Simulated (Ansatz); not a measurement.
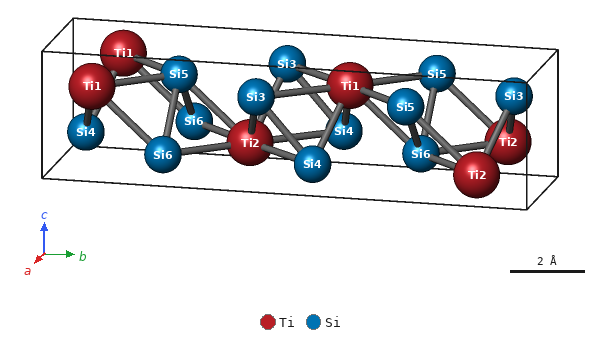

Figure 1. The input geometry (ball-and-stick view of the cell 2 times as large as that of the calculation, set on its symmetry axes, seen slightly off an axis; atoms are numbered from 1 in the order of the input). An atom can appear more than once, as a periodic image. Near neighbours in the periodic cell (some may lie outside the picture): Ti has 10 Si at 2.58 to 2.81 Å; Si has 2 Si at 2.38 Å and 6 Ti at 2.58 to 2.81 Å; Si has 4 Si at 2.51 Å and 4 Ti at 2.66 to 2.67 Å.

# Geometry relaxation of TiSi₂ (part 1 of 2)

The run: geometry relaxation of TiSi₂ (6 atoms in the cell). Method and program: DFT r2SCAN, scalar-relativistic, plane waves, PAW, no spin polarisation (Ansatz 0.2.0).

The structure derives from a Materials Project entry. Figures and captions count atoms from 1; the log counts them from 0 in places.

### Log
```
Engine: ansatz 0.2.0, x86_64-unknown-linux-gnu
Pseudopotentials: kind: paw
Pseudopotential: Ti, paw, valence charge 12, recommended cutoff 500 eV (meta_gga), Ti.paw.azcp
Pseudopotential: Si, paw, valence charge 4, recommended cutoff 500 eV (meta_gga), Si.paw.azcp
Functional definition: r2SCAN
  parameter k0 = 0.174
  parameter k1 = 0.065
  parameter a1 = 4.9479
  exchange = r2scan_x(k0 = k0, k1 = k1, a1 = a1)
  correlation = r2scan_c
Crystal: 6 atoms, lattice volume = 85.071 Å³
Basis set: ecut = 500 eV, 2175 PW (Γ), exchange–correlation on 216×216×108 points (64 copies of the dense FFT grid, shifted against one another)
Bands: 26, of which v1, the nominal top of the filled ones, is band 20 counted from 1 (19 counted from 0)
Symmetry: 8 space group operations
Space group: Cmcm (ITA 63), of the structure as read, at distance tolerance 4.4e-5 Å
k-points: 186 of 1000
Non-local potential: Ti, projectors of the file, l = 0: 3, l = 1: 2, l = 2: 3, l = 3: 1
Non-local potential: Si, projectors of the file, l = 0: 2, l = 1: 2, l = 2: 2
PAW form: soft (Blöchl's): semilocal exchange-correlation on the pseudo side does not see the compensation charge
PAW frozen core: Ti, regenerated for the run's functional (the file was generated under x = pbe(κ = 0.804, μ = 0.2195149727645171), c = pbe(β = 0.06672455060314922))
PAW frozen core: Si, regenerated for the run's functional (the file was generated under x = pbe(κ = 0.804, μ = 0.2195149727645171), c = pbe(β = 0.06672455060314922))
PAW one-centre angular grid: Ti, 590 points (default); XC on 160 Gauss nodes
PAW one-centre angular grid: Si, 302 points (default); XC on 160 Gauss nodes
Initial density: superposition of atomic densities (neutral atoms: chi_scale 0, normalization atom), corrected by the library's trained network
Initial wavefunctions: pseudopotential atomic-orbital guess
Functional: x = r2scan, c = r2scan; τ floored in thin density (d = 2e-4 eV/Å³)
SCF iter   1: F=—  HF=-7568.188371 eV  |F-HF|=—  |Δ(HF+E_count)|=         —  Δρ=8.77e-3  dr2=4.60e-2  dr2_τ=5.61e-2  ethr=1.77e-3  ⟨swp⟩=6.0  Hψ=24255  notcnv=0
preconditioner: auto → Kerker (q_TF=auto, 2.406 Å⁻¹)  [metal: Δε(μ)=0.011 eV  Ē_g=6.954 eV  σ=0.100 eV  W_gap=0.06  n_scr=18 (ndim 8)  ℏωp=19.7 eV  f_vac=0.000  D(μ)=1.32/eV (n_scr^D=2)]
SCF iter   2: F=—  HF=-7568.324943 eV  |F-HF|=—  |Δ(HF+E_count)|=   1.37e-1  Δρ=4.33e-3  dr2=1.38e-2  dr2_τ=8.03e-4  ethr=1.15e-4  ⟨swp⟩=2.0  Hψ=10820  notcnv=0  defer=262
SCF iter   3: F=—  HF=-7568.326115 eV  |F-HF|=—  |Δ(HF+E_count)|=   1.17e-3  Δρ=2.50e-3  dr2=4.38e-3  dr2_τ=7.21e-5  ethr=3.46e-5  ⟨swp⟩=1.0  Hψ=4581  notcnv=0  defer=262
SCF iter   4: F=—  HF=-7568.326565 eV  |F-HF|=—  |Δ(HF+E_count)|=   4.50e-4  Δρ=2.44e-4  dr2=4.19e-5  dr2_τ=1.42e-6  ethr=1.09e-5  ⟨swp⟩=2.1  Hψ=6790  notcnv=0  defer=262
SCF iter   5: F=—  HF=-7568.326544 eV  |F-HF|=—  |Δ(HF+E_count)|=   2.10e-5  Δρ=5.22e-5  dr2=2.62e-6  dr2_τ=8.48e-8  ethr=1.05e-7  ⟨swp⟩=2.5  Hψ=7782  notcnv=0  defer=262
SCF iter   6: F=—  HF=-7568.326545 eV  |F-HF|=—  |Δ(HF+E_count)|=   6.88e-7  Δρ=1.21e-5  dr2=1.42e-7  dr2_τ=4.07e-9  ethr=6.54e-9  ⟨swp⟩=2.0  Hψ=6684  notcnv=0  defer=262
SCF iter   7: F=-7568.326545 eV  HF=-7568.326545 eV  |F-HF|=1.22e-9  |Δ(HF+E_count)|=   6.65e-8  Δρ=3.08e-6  dr2=7.52e-9  dr2_τ=4.50e-10  ethr=2.50e-10  ⟨swp⟩=12.3  Hψ=31742  notcnv=0
SCF 1 converged in 7 iterations: F = -7568.326545 eV  dr2 = 7.52e-9
  greatest PAW one-centre occupation: 1.001 electrons in one spin orbital (limit 2), on the Ti atom at site 1 (counted from 0), in its partial waves of l = 1
relax step   1: F+E_penalty+E_count = -7568.32654458 eV  Δ(F+E_penalty+E_count) = +0.000e0 eV  max|allowed force component| = 1.710e-2 eV/Å  Δτ_max = 0.0000 Å  P = -0.164 GPa  Ω = 85.071 Å³  (7 SCF iters, dr2 threshold 1.00e-7 eV, accepted)
Crystal: 6 atoms, lattice volume = 84.962 Å³
Initial density: handed on by an earlier stage of this run
Initial wavefunctions: those handed on with the density
iter 1 solved again at ethr=2.11e-7 eV; its pass at ethr=3.10e-3 eV (dr2=8.44e-5 eV) is discarded
SCF iter   1: F=—  HF=-7568.326503 eV  |F-HF|=—  |Δ(HF+E_count)|=         —  Δρ=2.00e-4  dr2=8.35e-5  dr2_τ=2.47e-4  ethr=2.11e-7  ⟨swp⟩=2.7  Hψ=23697  notcnv=0
preconditioner: auto → Kerker (q_TF=auto, 2.406 Å⁻¹)  [metal: Δε(μ)=0.006 eV  Ē_g=6.912 eV  σ=0.100 eV  W_gap=0.03  n_scr=18 (ndim 8)  ℏωp=19.7 eV  f_vac=0.000  D(μ)=1.30/eV (n_scr^D=2)]
SCF iter   2: F=—  HF=-7568.326669 eV  |F-HF|=—  |Δ(HF+E_count)|=   1.66e-4  Δρ=1.04e-4  dr2=3.72e-5  dr2_τ=3.90e-7  ethr=2.09e-7  ⟨swp⟩=2.0  Hψ=7851  notcnv=0
SCF iter   3: F=—  HF=-7568.326664 eV  |F-HF|=—  |Δ(HF+E_count)|=   4.53e-6  Δρ=7.05e-5  dr2=8.07e-6  dr2_τ=4.46e-7  ethr=9.31e-8  ⟨swp⟩=2.1  Hψ=5739  notcnv=0
SCF iter   4: F=—  HF=-7568.326663 eV  |F-HF|=—  |Δ(HF+E_count)|=   1.52e-6  Δρ=1.46e-5  dr2=1.95e-7  dr2_τ=1.57e-8  ethr=2.02e-8  ⟨swp⟩=2.0  Hψ=6244  notcnv=0
SCF iter   5: F=-7568.326663 eV  HF=-7568.326663 eV  |F-HF|=1.63e-9  |Δ(HF+E_count)|=   2.58e-8  Δρ=7.88e-6  dr2=5.54e-8  dr2_τ=1.63e-9  ethr=3.04e-10  ⟨swp⟩=8.3  Hψ=29573  notcnv=0
SCF 2 converged in 5 iterations: F = -7568.326663 eV  dr2 = 5.54e-8
relax step   2: F+E_penalty+E_count = -7568.32666290 eV  Δ(F+E_penalty+E_count) = -1.183e-4 eV  max|allowed force component| = 1.080e-2 eV/Å  Δτ_max = 0.0013 Å  P = +0.014 GPa  Ω = 84.962 Å³  energy of the carried Pulay correction = +2.644e-5 eV  (5 SCF iters, dr2 threshold 1.21e-7 eV, accepted)
Crystal: 6 atoms, lattice volume = 84.965 Å³
iter 1 solved again at ethr=4.84e-8 eV; its pass at ethr=3.10e-3 eV (dr2=1.94e-5 eV) is discarded
SCF iter   1: F=—  HF=-7568.326695 eV  |F-HF|=—  |Δ(HF+E_count)|=         —  Δρ=7.56e-5  dr2=1.95e-5  dr2_τ=4.12e-5  ethr=4.84e-8  ⟨swp⟩=2.5  Hψ=22626  notcnv=0
preconditioner: auto → Kerker (q_TF=auto, 2.406 Å⁻¹)  [metal: Δε(μ)=0.003 eV  Ē_g=6.912 eV  σ=0.100 eV  W_gap=0.02  n_scr=18 (ndim 8)  ℏωp=19.7 eV  f_vac=0.000  D(μ)=1.30/eV (n_scr^D=2)]
SCF iter   2: F=—  HF=-7568.326721 eV  |F-HF|=—  |Δ(HF+E_count)|=   2.61e-5  Δρ=4.34e-5  dr2=8.36e-6  dr2_τ=1.91e-8  ethr=4.84e-8  ⟨swp⟩=2.4  Hψ=8188  notcnv=0
SCF iter   3: F=—  HF=-7568.326713 eV  |F-HF|=—  |Δ(HF+E_count)|=   8.12e-6  Δρ=1.28e-5  dr2=8.89e-8  dr2_τ=9.42e-9  ethr=2.09e-8  ⟨swp⟩=2.0  Hψ=6281  notcnv=0
SCF iter   4: F=—  HF=-7568.326674 eV  |F-HF|=—  |Δ(HF+E_count)|=   3.89e-5  Δρ=5.84e-6  dr2=2.42e-8  dr2_τ=9.34e-10  ethr=1.82e-11  ⟨swp⟩=7.8  Hψ=27773  notcnv=0
SCF iter   5: F=-7568.326674 eV  HF=-7568.326674 eV  |F-HF|=1.83e-9  |Δ(HF+E_count)|=   4.87e-9  Δρ=2.34e-6  dr2=5.22e-9  dr2_τ=3.30e-10  ethr=1.82e-11  ⟨swp⟩=7.0  Hψ=24747  notcnv=0
SCF 3 converged in 5 iterations: F = -7568.326674 eV  dr2 = 5.22e-9
relax step   3: F+E_penalty+E_count = -7568.32667437 eV  Δ(F+E_penalty+E_count) = -1.148e-5 eV  max|allowed force component| = 1.260e-3 eV/Å  Δτ_max = 0.0006 Å  P = +0.009 GPa  Ω = 84.965 Å³  energy of the carried Pulay correction = +2.585e-5 eV  (5 SCF iters, dr2 threshold 7.28e-9 eV, accepted)
Initial wavefunctions: pseudopotential atomic-orbital guess (no wavefunctions were taken with the density)
iter 1 solved again at ethr=6.41e-8 eV; its pass at ethr=3.10e-3 eV (dr2=2.56e-5 eV) is discarded
SCF iter   1: F=—  HF=-7568.326691 eV  |F-HF|=—  |Δ(HF+E_count)|=         —  Δρ=3.09e-6  dr2=6.53e-9  dr2_τ=3.82e-9  ethr=6.41e-8  ⟨swp⟩=3.3  Hψ=36437  notcnv=0
SCF iter   2: F=—  HF=-7568.326650 eV  |F-HF|=—  |Δ(HF+E_count)|=   4.01e-5  Δρ=1.53e-6  dr2=1.67e-9  dr2_τ=1.90e-10  ethr=1.63e-11  ⟨swp⟩=2.9  Hψ=9608  notcnv=0
SCF iter   3: F=—  HF=-7568.326650 eV  |F-HF|=—  |Δ(HF+E_count)|=  3.47e-10  Δρ=8.86e-7  dr2=7.13e-10  dr2_τ=5.10e-11  ethr=4.17e-12  ⟨swp⟩=1.4  Hψ=5227  notcnv=0
SCF iter   4: F=—  HF=-7568.326650 eV  |F-HF|=—  |Δ(HF+E_count)|=  1.98e-10  Δρ=2.03e-7  dr2=6.28e-11  dr2_τ=4.69e-12  ethr=1.78e-12  ⟨swp⟩=2.0  Hψ=7018  notcnv=0
SCF iter   5: F=-7568.326650 eV  HF=-7568.326650 eV  |F-HF|=0.00e0  |Δ(HF+E_count)|=    0.00e0  Δρ=5.44e-8  dr2=3.49e-12  dr2_τ=3.09e-13  ethr=1.00e-12  ⟨swp⟩=6.0  Hψ=21100  notcnv=0
SCF 4 converged in 5 iterations: F = -7568.326650 eV  dr2 = 3.49e-12
relax step   4: F+E_penalty+E_count = -7568.32665045 eV  Δ(F+E_penalty+E_count) = +2.392e-5 eV  max|allowed force component| = 1.264e-3 eV/Å  Δτ_max = 0.0000 Å  P = +0.009 GPa  Ω = 84.965 Å³  stress off target by 2.34e-2 GPa  SCF on the basis re-selected at this cell (its energy is not comparable with the rows above)  (5 SCF iters)
```

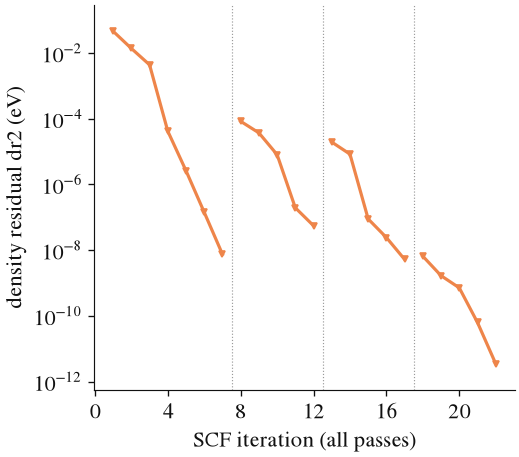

Figure 2. Convergence of the self-consistent field: density residual dr2 against the SCF iteration. The dotted lines part the SCF passes of the relaxation: geometry steps, rejected trials and re-solves on a re-selected basis. The passes take 7, 5, 5 and 5 iterations.

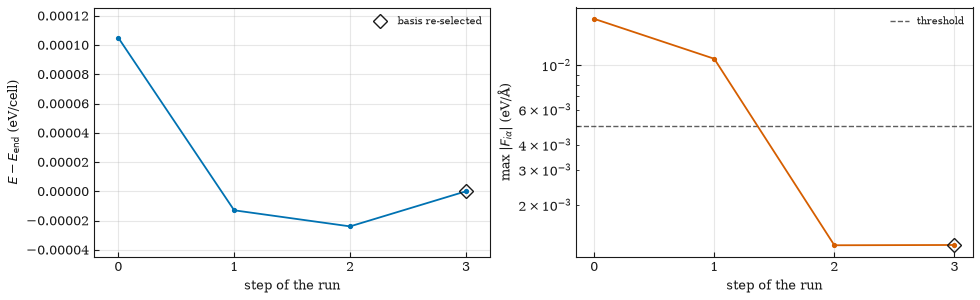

Figure 3. Progress of the relaxation, step by step (the first geometry is step 0 here and step 1 in the log). The atoms keep their places relative to the cell (all moves are under 0.005 Å). The volume changes by −0.1 %, with a 3.530 → 3.528 Å (−0.1 %), b 13.519 → 13.511 Å (−0.1 %), c stays at 3.565 Å. The space group stays Cmcm (No. 63). After 2 geometry steps the energy has fallen by 0.1 meV per cell of the calculation. Largest force component: 0.017 eV/Å at the start, 0.0013 eV/Å at the end. The pressure goes from −0.16 to 0.01 GPa. A last SCF at the same geometry on a re-selected plane-wave basis shifts the energy by +0.0 meV per cell of the calculation.

```
basis re-selected at this cell: Δ(F+E_penalty+E_count) = +2.392e-5 eV, ΔP = -0.000 GPa vs the last step (what re-selecting the basis moved, of the pressure what is left beyond the Pulay correction that the steps carried, after the strain that the cell walked since its last selection, with what the two solves' SCF thresholds leave and, on support functions, any second-order correction that the steps lacked; it is no measure of the basis error at this ecutwfc). This SCF's stress stands 2.34e-2 GPa from its target on what of the cell is left free (relax.cell.stress_tol is 5.00e-2 GPa) and its largest allowed force component is 1.26e-3 eV/Å (relax.f_tol is 5.00e-3 eV/Å): within both
SCF converged after 5 iterations
Free energy (F): -7568.326650 eV
Harris-Foulkes:  -7568.326650 eV  (|F-HF|=0.00e0)
Internal energy: -7568.320147 eV  (E = F + TS)
E sigma→0 (E₀):  -7568.323399 eV
Entropy (-TS):   -0.006503 eV (-1.084 meV/atom)
Fermi energy:    13.032858 eV
```
